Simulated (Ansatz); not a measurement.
**Geometry relaxation of TiAl (part 1 of 2)**

TiAl (2 atoms in the cell), computed with DFT PBE, scalar-relativistic, plane waves, PAW, no spin polarisation (Ansatz 0.2.0).

The structure derives from an entry of the Crystallography Open Database. Figures and captions count atoms from 1; the log counts them from 0 in places.

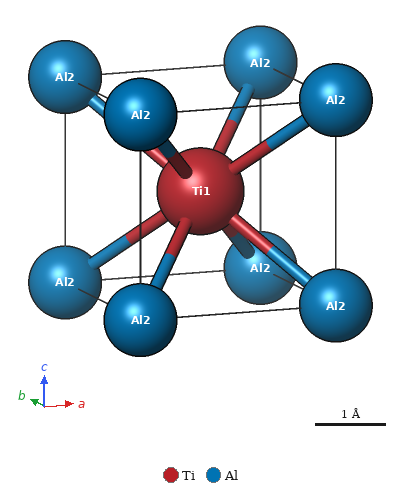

Fig. 1: The structure as given in the input (ball-and-stick view of the cell of the calculation, seen slightly off an axis; atoms are numbered from 1 in the order of the input). An atom can appear more than once, as a periodic image.

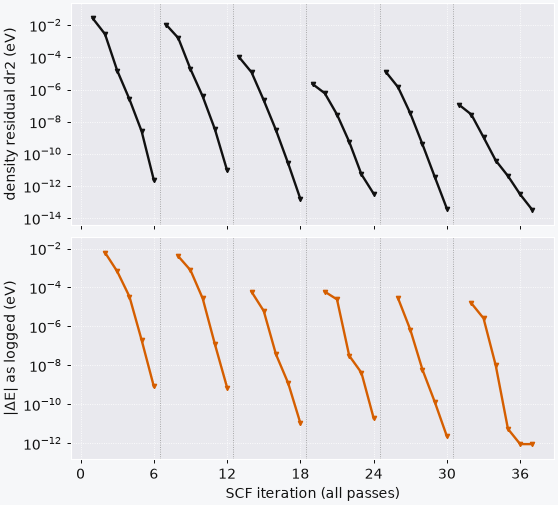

Fig. 2: Convergence of the self-consistent field: density residual dr2 and size of the energy change against the SCF iteration. The dotted lines part the SCF passes of the relaxation: geometry steps, rejected trials and re-solves on a re-selected basis. The 6 passes take 6 to 7 iterations each, 37 in all.

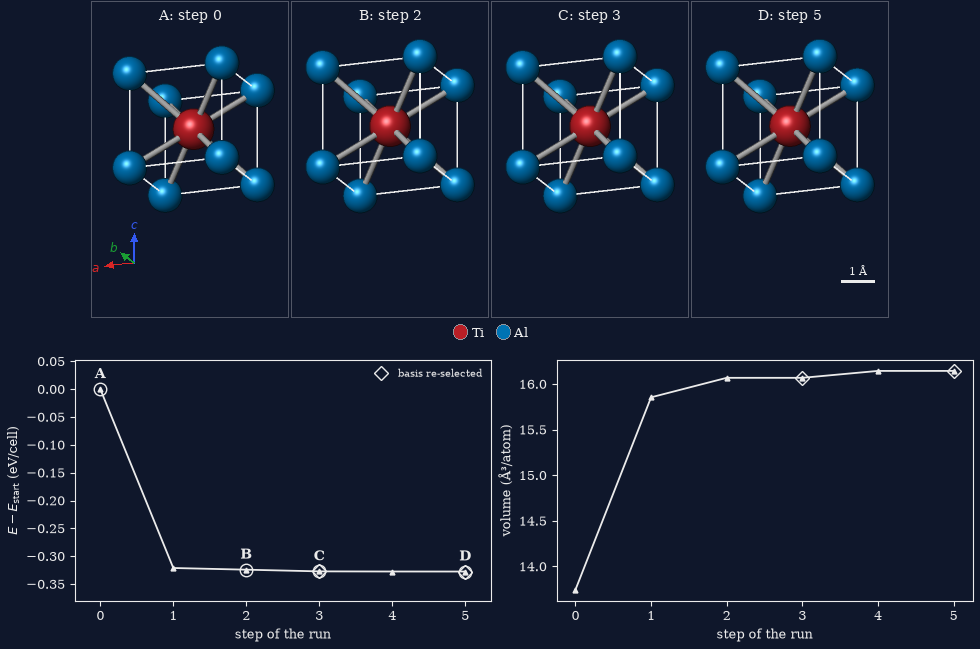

Fig. 3: Frames of the relaxation (ball-and-stick view of the cell of the calculation, seen at an oblique angle) above the curves, on which the letters mark them (the first geometry is step 0 here and step 1 in the log).

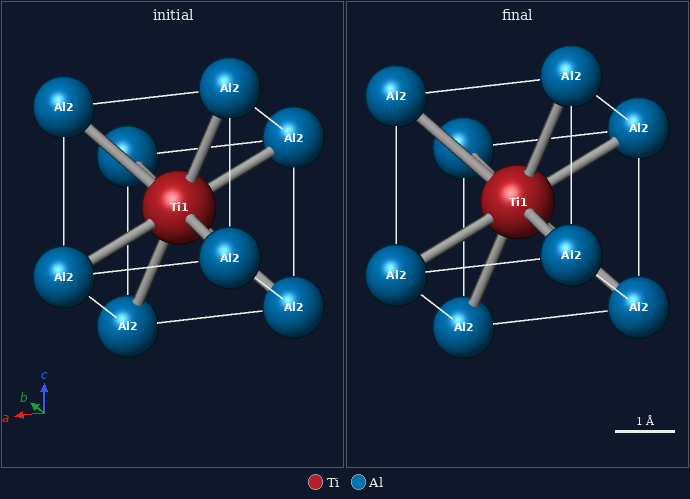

Fig. 4: Before (left) and after (right) the relaxation, at one scale (ball-and-stick view of the cell of the calculation, seen at an oblique angle). The energy falls by 0.327 eV per cell of the calculation in 3 geometry steps. All forces vanish by symmetry, so only the cell relaxes. The pressure goes from 24.92 to 0.03 GPa. The basis was re-selected once at an unchanged geometry, which shifts the energy a little without any move. The atoms keep their places relative to the cell (all moves are under 0.005 Å). The volume changes by +17.5 %, with a = b = c 3.018 → 3.184 Å (+5.5 %). Among the contacts that change: Ti1–Al2 2.614 → 2.758 Å. The space group stays Pm-3m (No. 221). The energy change given includes the shifts at the re-selections in mid-walk, which come without any move. A last SCF at the same geometry on a re-selected plane-wave basis shifts the energy by next to nothing (0.0 meV per cell of the calculation). (Atoms are counted from 1 in the order of the input.)

These pictures come from the run below.

### Input
```yaml
crystal:
  lattice:
    - [3.018, 0.0, 0.0]
    - [0.0, 3.018, 0.0]
    - [0.0, 0.0, 3.018]
  atoms:
    - { symbol: Ti, position: [0.5, 0.5, 0.5] }
    - { symbol: Al, position: [0.0, 0.0, 0.0] }
basis:
  ecutwfc: 420
kpoints:
  mp_grid: { grid: [6, 6, 6] }
hamiltonian:
  xc: pbe
scf:
  occupations: { method: gaussian, width: 0.1 }
output:
  forces: true
  stress: true
  eigenvalues: true
relax:
  adjacent_minimum: "off"
  f_tol: 0.05
  max_steps: 80
  cell: { stress_tol: 0.5 }
```

Launched with:
```bash
ansatz run input.yaml --threads 4 --pin off --max-ram 11264MiB --backend cpu --events-out ev --progress --plain --runs-dir out
```

### What the program printed
```
Engine: ansatz 0.2.0, x86_64-unknown-linux-gnu
Pseudopotentials: kind: paw
Pseudopotential: Ti, paw, valence charge 12, recommended cutoff 420 eV (normal), Ti.paw.azcp
Pseudopotential: Al, paw, valence charge 3, recommended cutoff 420 eV (normal), Al.paw.azcp
Functional definition: PBE
  parameter kappa = 0.804
  parameter beta = 0.06672455060314922
  exchange = pbe_x(kappa = kappa, mu = beta*pi^2/3)
  correlation = pbe_c(beta = beta)
Crystal: 2 atoms, lattice volume = 27.489 Å³
Basis set: ecut = 420 eV, 515 PW (Γ), exchange–correlation on 48×48×48 points (8 copies of the dense FFT grid, shifted against one another)
Bands: 12, of which v1, the nominal top of the filled ones, is band 8 counted from 1 (7 counted from 0)
Symmetry: 48 space group operations
Space group: Pm-3m (ITA 221), of the structure as read, at distance tolerance 3.0e-5 Å
k-points: 20 of 216
Non-local potential: Ti, projectors of the file, l = 0: 3, l = 1: 2, l = 2: 3, l = 3: 1
Non-local potential: Al, projectors of the file, l = 0: 2, l = 1: 2, l = 2: 1
PAW form: soft (Blöchl's): semilocal exchange-correlation on the pseudo side does not see the compensation charge
PAW one-centre angular grid: Ti, 590 points (default); XC on 64 Gauss nodes
PAW one-centre angular grid: Al, 110 points (default); XC on 64 Gauss nodes
Initial density: superposition of atomic densities (neutral atoms: chi_scale 0, normalization atom), corrected by the library's trained network
Initial wavefunctions: pseudopotential atomic-orbital guess
Functional: x = pbe(κ = 0.804, μ = 0.2195149727645171), c = pbe(β = 0.06672455060314922)
SCF iter   1: F=—  HF=-3037.383841 eV  |F-HF|=—  |Δ(HF+E_count)|=         —  Δρ=8.45e-3  dr2=2.65e-2  ethr=1.77e-3  ⟨swp⟩=5.0  Hψ=1231  notcnv=0
preconditioner: auto → none  [insulator: Δε(μ)=0.147 eV  Ē_g=6.041 eV  σ=0.100 eV  W_gap=0.70  n_scr=6 (ndim 8)  ℏωp=18.7 eV  f_vac=0.000  D(μ)=2.14/eV (n_scr^D=26)  ε∞_Penn≈10.6]
SCF iter   2: F=—  HF=-3037.377618 eV  |F-HF|=—  |Δ(HF+E_count)|=   6.22e-3  Δρ=2.77e-3  dr2=2.81e-3  ethr=1.77e-4  ⟨swp⟩=1.8  Hψ=424  notcnv=0  defer=1
SCF iter   3: F=—  HF=-3037.376948 eV  |F-HF|=—  |Δ(HF+E_count)|=   6.70e-4  Δρ=3.08e-4  dr2=1.52e-5  ethr=1.87e-5  ⟨swp⟩=2.0  Hψ=284  notcnv=0  defer=2
SCF iter   4: F=—  HF=-3037.376913 eV  |F-HF|=—  |Δ(HF+E_count)|=   3.43e-5  Δρ=5.22e-5  dr2=2.54e-7  ethr=1.02e-7  ⟨swp⟩=2.0  Hψ=298  notcnv=0  defer=2
iter 5 did not close the SCF: its close was put off for the readings that it lacked (scf_convergence_deferred on its scf_iter line)
SCF iter   5: F=-3037.376914 eV  HF=-3037.376914 eV  |F-HF|=2.51e-9  |Δ(HF+E_count)|=   2.00e-7  Δρ=3.05e-6  dr2=2.57e-9  ethr=1.69e-9  ⟨swp⟩=2.1  Hψ=305  notcnv=0  defer=2
SCF iter   6: F=-3037.376914 eV  HF=-3037.376914 eV  |F-HF|=1.36e-12  |Δ(HF+E_count)|=  8.30e-10  Δρ=1.68e-7  dr2=2.39e-12  ethr=1.72e-11  ⟨swp⟩=2.1  Hψ=835  notcnv=0
SCF 1 converged in 6 iterations: F = -3037.376914 eV  dr2 = 2.39e-12
  greatest PAW one-centre occupation: 0.999 electrons in one spin orbital (limit 2), on the Ti atom at site 0 (counted from 0), in its partial waves of l = 0
relax step   1: F+E_penalty+E_count = -3037.37691358 eV  Δ(F+E_penalty+E_count) = +0.000e0 eV  max|allowed force component| = 2.104e-29 eV/Å  Δτ_max = 0.0000 Å  P = +24.924 GPa  Ω = 27.489 Å³  (6 SCF iters, dr2 threshold 1.00e-7 eV, accepted)
Crystal: 2 atoms, lattice volume = 31.708 Å³
Basis set: ecut = 420 eV, 619 PW (Γ), exchange–correlation on 48×48×48 points (8 copies of the dense FFT grid, shifted against one another)
Initial density: handed on by an earlier stage of this run
Initial wavefunctions: those handed on with the density
iter 1 solved again at ethr=6.99e-5 eV; its pass at ethr=3.10e-3 eV (dr2=1.05e-2 eV) is discarded
SCF iter   1: F=—  HF=-3037.702801 eV  |F-HF|=—  |Δ(HF+E_count)|=         —  Δρ=5.89e-3  dr2=1.09e-2  ethr=6.99e-5  ⟨swp⟩=1.0  Hψ=1658  notcnv=0
preconditioner: auto → none  [insulator: Δε(μ)=0.125 eV  Ē_g=5.394 eV  σ=0.100 eV  W_gap=0.62  n_scr=6 (ndim 8)  ℏωp=17.4 eV  f_vac=0.000  D(μ)=2.43/eV (n_scr^D=26)  ε∞_Penn≈11.5]
SCF iter   2: F=—  HF=-3037.698812 eV  |F-HF|=—  |Δ(HF+E_count)|=   3.99e-3  Δρ=2.52e-3  dr2=1.61e-3  ethr=6.99e-5  ⟨swp⟩=1.9  Hψ=262  notcnv=0
SCF iter   3: F=—  HF=-3037.698043 eV  |F-HF|=—  |Δ(HF+E_count)|=   7.70e-4  Δρ=2.91e-4  dr2=1.87e-5  ethr=1.07e-5  ⟨swp⟩=2.1  Hψ=298  notcnv=0
SCF iter   4: F=—  HF=-3037.698016 eV  |F-HF|=—  |Δ(HF+E_count)|=   2.73e-5  Δρ=4.81e-5  dr2=3.78e-7  ethr=1.25e-7  ⟨swp⟩=3.0  Hψ=397  notcnv=0
iter 5 did not close the SCF: its close was put off for the readings that it lacked (scf_convergence_deferred on its scf_iter line)
SCF iter   5: F=-3037.698016 eV  HF=-3037.698016 eV  |F-HF|=3.35e-9  |Δ(HF+E_count)|=   1.22e-7  Δρ=3.97e-6  dr2=3.45e-9  ethr=2.52e-9  ⟨swp⟩=2.1  Hψ=281  notcnv=0
SCF iter   6: F=-3037.698016 eV  HF=-3037.698016 eV  |F-HF|=4.09e-12  |Δ(HF+E_count)|=  7.26e-10  Δρ=3.02e-7  dr2=9.50e-12  ethr=2.30e-11  ⟨swp⟩=1.3  Hψ=710  notcnv=0
SCF 2 converged in 6 iterations: F = -3037.698016 eV  dr2 = 9.50e-12
relax step   2: F+E_penalty+E_count = -3037.69801570 eV  Δ(F+E_penalty+E_count) = -3.211e-1 eV  max|allowed force component| = 5.374e-30 eV/Å  Δτ_max = 0.0000 Å  P = +1.990 GPa  Ω = 31.708 Å³  energy of the carried Pulay correction = -1.130e-3 eV  (6 SCF iters, dr2 threshold 2.00e-7 eV, accepted)
Crystal: 2 atoms, lattice volume = 32.136 Å³
iter 1 solved again at ethr=4.61e-7 eV; its pass at ethr=3.10e-3 eV (dr2=6.91e-5 eV) is discarded
SCF iter   1: F=—  HF=-3037.701113 eV  |F-HF|=—  |Δ(HF+E_count)|=         —  Δρ=5.49e-4  dr2=9.95e-5  ethr=4.61e-7  ⟨swp⟩=2.0  Hψ=1561  notcnv=0
preconditioner: auto → none  [insulator: Δε(μ)=0.124 eV  Ē_g=5.358 eV  σ=0.100 eV  W_gap=0.62  n_scr=6 (ndim 8)  ℏωp=17.3 eV  f_vac=0.000  D(μ)=2.42/eV (n_scr^D=26)  ε∞_Penn≈11.5]
SCF iter   2: F=—  HF=-3037.701052 eV  |F-HF|=—  |Δ(HF+E_count)|=   6.05e-5  Δρ=2.15e-4  dr2=1.19e-5  ethr=4.61e-7  ⟨swp⟩=2.1  Hψ=288  notcnv=0
SCF iter   3: F=—  HF=-3037.701046 eV  |F-HF|=—  |Δ(HF+E_count)|=   6.22e-6  Δρ=3.18e-5  dr2=2.18e-7  ethr=7.90e-8  ⟨swp⟩=2.0  Hψ=280  notcnv=0
iter 4 did not close the SCF: its close was put off for the readings that it lacked (scf_convergence_deferred on its scf_iter line)
SCF iter   4: F=-3037.701046 eV  HF=-3037.701046 eV  |F-HF|=7.21e-10  |Δ(HF+E_count)|=   3.71e-8  Δρ=4.35e-6  dr2=3.06e-9  ethr=1.45e-9  ⟨swp⟩=2.4  Hψ=321  notcnv=0
iter 5 did not close the SCF: its close was put off for the readings that it lacked (scf_convergence_deferred on its scf_iter line)
SCF iter   5: F=-3037.701046 eV  HF=-3037.701046 eV  |F-HF|=2.73e-11  |Δ(HF+E_count)|=   1.23e-9  Δρ=3.94e-7  dr2=2.58e-11  ethr=2.04e-11  ⟨swp⟩=2.7  Hψ=356  notcnv=0
SCF iter   6: F=-3037.701046 eV  HF=-3037.701046 eV  |F-HF|=9.09e-13  |Δ(HF+E_count)|=  1.09e-11  Δρ=3.87e-8  dr2=1.61e-13  ethr=1.00e-12  ⟨swp⟩=1.1  Hψ=640  notcnv=0
SCF 3 converged in 6 iterations: F = -3037.701046 eV  dr2 = 1.61e-13
relax step   3: F+E_penalty+E_count = -3037.70104583 eV  Δ(F+E_penalty+E_count) = -3.030e-3 eV  max|allowed force component| = 1.474e-29 eV/Å  Δτ_max = 0.0000 Å  P = +0.377 GPa  Ω = 32.136 Å³  energy of the carried Pulay correction = -1.235e-3 eV  (6 SCF iters, dr2 threshold 2.00e-7 eV, accepted)
Initial wavefunctions: pseudopotential atomic-orbital guess (no wavefunctions were taken with the density)
iter 1 solved again at ethr=1.74e-8 eV; its pass at ethr=3.10e-3 eV (dr2=2.60e-6 eV) is discarded
```
